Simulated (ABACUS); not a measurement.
Single-point calculation at one volume of an equation of state of NiSi2 (part 1 of 3)

NiSi2 (Fm-3m, 3 atoms in the cell), computed with Kohn-Sham DFT of a periodic cell, PBE, PseudoDojo NC SR 0.4.1 PBE standard, spin-polarised (ABACUS 3.10.1).

The structure derives from an entry of the Crystallography Open Database. It belongs to a series of runs on one base structure; here: volume scaled by 1.04.

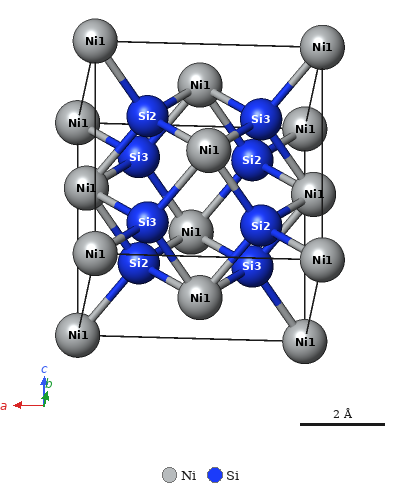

**Figure 1.** The structure as given in the input (ball-and-stick view of the cell 4 times as large as that of the calculation, set on its symmetry axes, seen at an oblique angle; atoms are numbered from 1 in the order of the input). Near neighbours in the crystal (not all of them lie inside the picture): Ni has 8 Si at 2.37 Å; Si has 4 Ni at 2.37 Å.

Input file
```
INPUT_PARAMETERS
suffix              Si2Ni
calculation         scf
basis_type          lcao
pseudo_dir          ./
orbital_dir         ./
symmetry            1
dft_functional      pbe
ecutwfc             100
pseudo_rcut         10
nspin               2
nbands              18
ks_solver           genelpa
smearing_method     fd
smearing_sigma      0.00367493
scf_thr             1e-07
scf_nmax            100
mixing_type         broyden
mixing_beta         0.4
cal_force           1
cal_stress          1
out_mul             1
```

File STRU
```
ATOMIC_SPECIES
Ni 58.6934 Ni.upf
Si 28.0850 Si.upf

NUMERICAL_ORBITAL
Ni_confined-atom_7au_3s2p2d1f.orb
Si_confined-atom_7au_2s2p1d.orb

LATTICE_CONSTANT
1.8897261246

LATTICE_VECTORS
0.0000000000 2.7385698685 2.7385698685
2.7385698685 0.0000000000 2.7385698685
2.7385698685 2.7385698685 0.0000000000

ATOMIC_POSITIONS
Direct

Ni
0.0
1
0.0000000000 0.0000000000 0.0000000000 1 1 1 mag 1

Si
0.0
2
0.7500000000 0.7500000000 0.7500000000 1 1 1 mag 0
0.2500000000 0.2500000000 0.2500000000 1 1 1 mag 0
```

File KPT
```
K_POINTS
0
Gamma
9 9 9 0 0 0
```

Machine: 4 threads of AMD EPYC (Zen 5), 24 GiB of memory available, shared host.

Command:
```bash
OMP_NUM_THREADS=1 mpirun -np 4 abacus > log
```

Output
```
ABACUS v3.10.1

               Atomic-orbital Based Ab-initio Computation at UStc

 ------------------------------------------------------------------------------------

 READING GENERAL INFORMATION
                           global_out_dir = OUT.Si2Ni/
                           global_in_card = INPUT
                               pseudo_dir = ./
                              orbital_dir = ./
                                    DSIZE = 4
                                    GSIZE = 1

 READING UNITCELL INFORMATION
                                    ntype = 2
                  lattice constant (Bohr) = 1.88973
              lattice constant (Angstrom) = 1

 READING ATOM TYPE 1
                               atom label = Ni
                      L=0, number of zeta = 3
                      L=1, number of zeta = 2
                      L=2, number of zeta = 2
                      L=3, number of zeta = 1
             number of atom for this type = 1
               magnetization of element 1 = 1

 READING ATOM TYPE 2
                               atom label = Si
                      L=0, number of zeta = 2
                      L=1, number of zeta = 2
                      L=2, number of zeta = 1
             number of atom for this type = 2
               magnetization of element 2 = 0

                        TOTAL ATOM NUMBER = 3
DIRECT COORDINATES
    atom                   x                   y                   z     mag                  vx                  vy                  vz
taud_Ni1            0.0000000000        0.0000000000        0.0000000000  1.0000        0.0000000000        0.0000000000        0.0000000000
taud_Si1            0.7500000000        0.7500000000        0.7500000000  0.0000        0.0000000000        0.0000000000        0.0000000000
taud_Si2            0.2500000000        0.2500000000        0.2500000000  0.0000        0.0000000000        0.0000000000        0.0000000000

                          Volume (Bohr^3) = 277.203
                             Volume (A^3) = 41.0772

 Lattice vectors: (Cartesian coordinate: in unit of a_0)
                   +0            +2.73857            +2.73857
             +2.73857                  +0            +2.73857
             +2.73857            +2.73857                  +0
 Reciprocal vectors: (Cartesian coordinate: in unit of 2 pi/a_0)
            -0.182577           +0.182577           +0.182577
            +0.182577           -0.182577           +0.182577
            +0.182577           +0.182577           -0.182577
 The esolver type has been set to : ksdft_lcao

                PAO radial cut off (Bohr) = 10

 Read in pseudopotential file is Ni.upf
                     pseudopotential type = NC
          exchange-correlation functional = PBE
                 nonlocal core correction = 1
                        valence electrons = 18
                                     lmax = 2
                           number of zeta = 4
                     number of projectors = 6
                           L of projector = 0
                           L of projector = 0
                           L of projector = 1
                           L of projector = 1
                           L of projector = 2
                           L of projector = 2
                PAO radial cut off (Bohr) = 10

 Read in pseudopotential file is Si.upf
                     pseudopotential type = NC
          exchange-correlation functional = PBE
                 nonlocal core correction = 1
                        valence electrons = 4
                                     lmax = 2
                           number of zeta = 2
                     number of projectors = 6
                           L of projector = 0
                           L of projector = 0
                           L of projector = 1
                           L of projector = 1
                           L of projector = 2
                           L of projector = 2
     initial pseudo atomic orbital number = 18
 The readin total magnetization is 1

 SETUP THE ELECTRONS NUMBER
            electron number of element Ni = 18
      total electron number of element Ni = 18
            electron number of element Si = 4
      total electron number of element Si = 8
            AUTOSET number of electrons:  = 26
                           occupied bands = 13
                                   NLOCAL = 52
                                   NBANDS = 18
                                   NBANDS = 18
                                   NLOCAL = 52

%%%%%%%%%%%%%%%%%%%%%%%%%%%%%%%%%%%%%%%%%%%%%%%%%%%%%%%%%%%%%%%%%%%%%%%%%%%%%%%%%%%%%%%%%%%%%%%%%%%%%%%%%%
 Warning: the number of valence electrons in pseudopotential > 10 for Ni: [Ar] 3d8 4s2
 Pseudopotentials with additional electrons can yield (more) accurate outcomes, but may be less efficient.
 If you're confident that your chosen pseudopotential is appropriate, you can safely ignore this warning.
%%%%%%%%%%%%%%%%%%%%%%%%%%%%%%%%%%%%%%%%%%%%%%%%%%%%%%%%%%%%%%%%%%%%%%%%%%%%%%%%%%%%%%%%%%%%%%%%%%%%%%%%%%

 SETUP THE PLANE WAVE BASIS
 energy cutoff for charge/potential (unit:Ry) = 400
            fft grid for charge/potential = [ 48, 48, 48 ]
                        fft grid division = [ 4, 4, 4 ]
        big fft grid for charge/potential = [ 12, 12, 12 ]
                                     nbxx = 432
                                     nrxx = 27648

 SETUP PLANE WAVES FOR CHARGE/POTENTIAL
                    number of plane waves = 37461
                         number of sticks = 1483

 PARALLEL PW FOR CHARGE/POTENTIAL
     PROC   COLUMNS(POT)             PW
        1            370           9363
        2            371           9366
        3            371           9366
        4            371           9366
 --------------- sum -------------------
        4           1483          37461
                            number of |g| = 363
                                  max |g| = 36.1011
                                  min |g| = 0

----------- Double Check Mixing Parameters Begin ------------
mixing_type: broyden
mixing_beta: 0.4
mixing_gg0: 1
mixing_gg0_min: 0.1
mixing_beta_mag: 1.6
mixing_gg0_mag: 0
mixing_ndim: 8
----------- Double Check Mixing Parameters End ------------

 LATTICE VECTORS: (CARTESIAN COORDINATE: IN UNIT OF A0)
                   +0            +2.73857            +2.73857
             +2.73857                  +0            +2.73857
             +2.73857            +2.73857                  +0
                       right hand lattice = 1
                                   NORM_A = 3.87292
                                   NORM_B = 3.87292
                                   NORM_C = 3.87292
                           ALPHA (DEGREE) = 60
                           BETA  (DEGREE) = 60
                           GAMMA (DEGREE) = 60

 The lattice vectors have been changed (STRU_SIMPLE.cif)

(for optimal symmetric configuration:)
                             BRAVAIS TYPE = 3
                     BRAVAIS LATTICE NAME = 03. Cubic F (face-centered)
                                    ibrav = 3
                                    IBRAV = 3
                                  BRAVAIS = FACE CENTERED CUBIC
                       LATTICE CONSTANT A = 5.47714
Original cell was already a primitive cell.
                        ROTATION MATRICES = 48
              PURE POINT GROUP OPERATIONS = 48
                   SPACE GROUP OPERATIONS = 48
                              POINT GROUP = O_h
               POINT GROUP IN SPACE GROUP = O_h

 SETUP K-POINTS
                                    nspin = 2
                   Input type of k points = Monkhorst-Pack(Gamma)
                                   nkstot = 729
                       right hand lattice = 1
(for reciprocal lattice: )
                             BRAVAIS TYPE = 2
                     BRAVAIS LATTICE NAME = 02. Cubic I (body-centered)
                                    ibrav = 2
                       right hand lattice = 1
(for k-lattice: )
                             BRAVAIS TYPE = 2
                     BRAVAIS LATTICE NAME = 02. Cubic I (body-centered)
                                    ibrav = 2
                       right hand lattice = 1
                        ROTATION MATRICES = 48
                               nkstot_ibz = 35
K-POINTS REDUCTION ACCORDING TO SYMMETRY
     IBZ    DIRECT_X    DIRECT_Y    DIRECT_Z  WEIGHT  ibz2bz
       1  0.00000000  0.00000000  0.00000000  0.0014       0
       2  0.11111111  0.11111111  0.11111111  0.0110       1
       3  0.22222222  0.22222222  0.22222222  0.0110       2
       4  0.33333333  0.33333333  0.33333333  0.0110       3
       5  0.44444444  0.44444444  0.44444444  0.0110       4
       6  0.11111111  0.11111111  0.00000000  0.0082      10
       7  0.22222222  0.22222222  0.11111111  0.0329      11
       8  0.33333333  0.33333333  0.22222222  0.0329      12
       9  0.44444444  0.44444444  0.33333333  0.0329      13
      10 -0.44444444  0.44444444  0.44444444  0.0329      14
      11  0.44444444  0.33333333  0.33333333  0.0329      15
      12  0.22222222  0.22222222  0.33333333  0.0329      16
      13  0.22222222  0.11111111  0.11111111  0.0165      17
      14  0.22222222  0.22222222  0.00000000  0.0082      20
      15  0.33333333  0.11111111  0.33333333  0.0329      21
      16  0.44444444  0.44444444  0.22222222  0.0329      22
      17 -0.33333333  0.44444444  0.44444444  0.0329      23
      18 -0.44444444  0.33333333  0.33333333  0.0329      24
      19  0.44444444  0.22222222  0.22222222  0.0165      25
      20  0.33333333  0.33333333  0.00000000  0.0082      30
      21  0.44444444  0.44444444  0.11111111  0.0329      31
      22 -0.22222222  0.44444444  0.44444444  0.0329      32
      23 -0.33333333  0.33333333  0.33333333  0.0165      33
      24  0.44444444  0.44444444  0.00000000  0.0082      40
      25 -0.11111111  0.44444444  0.44444444  0.0165      41
      26  0.33333333  0.11111111  0.22222222  0.0329     102
      27  0.44444444  0.33333333  0.22222222  0.0658     103
      28 -0.44444444  0.44444444  0.33333333  0.0658     104
      29  0.44444444  0.33333333  0.11111111  0.0329     112
      30 -0.44444444  0.44444444  0.22222222  0.0658     113
[... 5 further k points ...]

                               nkstot now = 35
[... K-POINTS DIRECT COORDINATES: 35 rows ...]

           k-point number in this process = 35
       minimum distributed K point number = 35
[... stars of the k points ...]
                             nks(nspin=2) = 70
                          nkstot(nspin=2) = 70

[... K-POINTS CARTESIAN COORDINATES: 70 rows ...]

[... K-POINTS DIRECT COORDINATES: 70 rows ...]

 SETUP PLANE WAVES FOR WAVE FUNCTIONS
     energy cutoff for wavefunc (unit:Ry) = 100
              fft grid for wave functions = [ 48, 48, 48 ]
                    number of plane waves = 5985
                         number of sticks = 433

 PARALLEL PW FOR WAVE FUNCTIONS
     PROC   COLUMNS(POT)             PW
        1            109           1498
        2            108           1495
        3            108           1497
        4            108           1495
 --------------- sum -------------------
        4            433           5985

 SET NONLOCAL PSEUDOPOTENTIAL PROJECTORS
 SET NONLOCAL PSEUDOPOTENTIAL PROJECTORS
 max number of nonlocal projetors among all species is 6

 -------------------------------------------
 SELF-CONSISTENT
 -------------------------------------------

 SETUP SEARCHING RADIUS FOR PROGRAM TO SEARCH ADJACENT ATOMS
                  longest orb rcut (Bohr) = 7
   longest nonlocal projector rcut (Bohr) = 1.94
                     search radius (Bohr) = 17.9
              searching radius is (Bohr)) = 17.9
         searching radius unit is (Bohr)) = 1.89
                         PeriodicBoundary = 1
                        Radius(unit:lat0) = 9.46
                                   glayer = [ 4, 4, 4 ]
                             glayer_minus = [ 3, 3, 3 ]

Find the coordinate range of the input atom(unit:lat0).
                                  min_tau = [ -16.4, -16.4, -16.4 ]
                                  max_tau = [ 20.5, 20.5, 20.5 ]
                                BoxNumber = [ 7, 7, 7 ]

 SETUP EXTENDED REAL SPACE GRID FOR GRID INTEGRATION
                          real space grid = [ 48, 48, 48 ]
                 big cell numbers in grid = [ 12, 12, 12 ]
             meshcell numbers in big cell = [ 4, 4, 4 ]
                        extended fft grid = [ 15, 15, 15 ]
                dimension of extened grid = [ 43, 43, 43 ]
                            UnitCellTotal = 125
              Atom number in sub-FFT-grid = 3
    Local orbitals number in sub-FFT-grid = 52
                                ParaV.nnr = 48762
                                 init_chg = atomic

 LCAO ALGORITHM --------------- ION=   1  ELEC=   1--------------------------------
          total magnetism (Bohr mag/cell) = 0.130677
       absolute magnetism (Bohr mag/cell) = 0.220701
                        nelec for spin up = 13.0653
                      nelec for spin down = 12.9347

 Density error is 0.082335697836
----------------------------------------------------------
     Energy           Rydberg                 eV
----------------------------------------------------------
 E_KohnSham     -352.4485746602      -4795.3088673567
 E_Harris       -340.3285802153      -4630.4078831778
 E_Fermi        0.8902973928         12.1131174565
----------------------------------------------------------

 LCAO ALGORITHM --------------- ION=   1  ELEC=   2--------------------------------
          total magnetism (Bohr mag/cell) = -0.0453361
       absolute magnetism (Bohr mag/cell) = 0.089495
                        nelec for spin up = 12.9773
                      nelec for spin down = 13.0227

 Density error is 0.0880515444268
----------------------------------------------------------
     Energy           Rydberg                 eV
----------------------------------------------------------
 E_KohnSham     -352.4634796466      -4795.5116601007
 E_Harris       -369.6615289017      -5029.5031244553
 E_Fermi        0.9935144401         13.5174574311
----------------------------------------------------------

 LCAO ALGORITHM --------------- ION=   1  ELEC=   3--------------------------------
          total magnetism (Bohr mag/cell) = -0.0166259
       absolute magnetism (Bohr mag/cell) = 0.0353944
                        nelec for spin up = 12.9917
                      nelec for spin down = 13.0083

 Density error is 0.0325764986239
----------------------------------------------------------
     Energy           Rydberg                 eV
----------------------------------------------------------
 E_KohnSham     -352.5538900759      -4796.7417570982
 E_Harris       -348.6729660464      -4743.9390767918
 E_Fermi        0.9190909961         12.5048745269
----------------------------------------------------------

 LCAO ALGORITHM --------------- ION=   1  ELEC=   4--------------------------------
          total magnetism (Bohr mag/cell) = 0.00147521
       absolute magnetism (Bohr mag/cell) = 0.00619293
                        nelec for spin up = 13.0007
                      nelec for spin down = 12.9993

 Density error is 0.0234649261962
----------------------------------------------------------
     Energy           Rydberg                 eV
----------------------------------------------------------
 E_KohnSham     -352.5587020928      -4796.8072279470
 E_Harris       -354.3307314385      -4820.9169240716
 E_Fermi        0.9416809671         12.8122268514
----------------------------------------------------------

 LCAO ALGORITHM --------------- ION=   1  ELEC=   5--------------------------------
          total magnetism (Bohr mag/cell) = 0.00030136
       absolute magnetism (Bohr mag/cell) = 0.0124593
                        nelec for spin up = 13.0002
                      nelec for spin down = 12.9998

 Density error is 0.00776769668145
----------------------------------------------------------
     Energy           Rydberg                 eV
----------------------------------------------------------
 E_KohnSham     -352.5587216097      -4796.8074934880
 E_Harris       -353.6650535894      -4811.8599122912
 E_Fermi        0.9399872725         12.7891829532
----------------------------------------------------------
```
